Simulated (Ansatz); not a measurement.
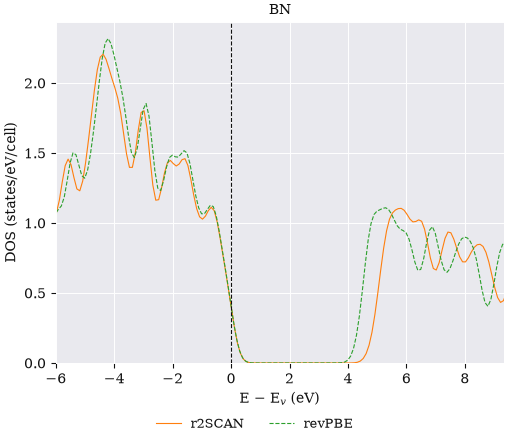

Total densities of states of layered hexagonal BN, space group P6_3/mmc, 4 atoms in the cell (a = 2.498 Å, c = 6.636 Å (hexagonal axes)), by two methods on the same cell. The DOS curves are built from the levels of the k mesh with Gaussians 0.55 eV wide, which also blur the band edges; ripples of that width can come from the mesh. Each is counted from its own valence-band top.

How do the methods compare?

r2SCAN gives a gap of 4.80 eV and revPBE gives a gap of 4.34 eV. In the window shown, the tallest filled peak lies at −4.4 eV in r2SCAN and −4.2 eV in revPBE.

Settings. r2SCAN: Ansatz PAW, no spin polarisation, no spin-orbit coupling, 12×12×4 k mesh, 500 eV cutoff, Fermi-Dirac smearing of 0.05 eV (Ansatz 0.2.0). revPBE: Ansatz PAW, no spin polarisation, no spin-orbit coupling, 12×12×4 k mesh, 420 eV cutoff, Fermi-Dirac smearing of 0.05 eV (Ansatz 0.2.0).

Gaps are the smallest over all k points computed. The cell is at 1 GPa in r2SCAN and 8 GPa in revPBE. The PAW data sets were made with another functional. LDA, GGA and most meta-GGA functionals understate gaps.
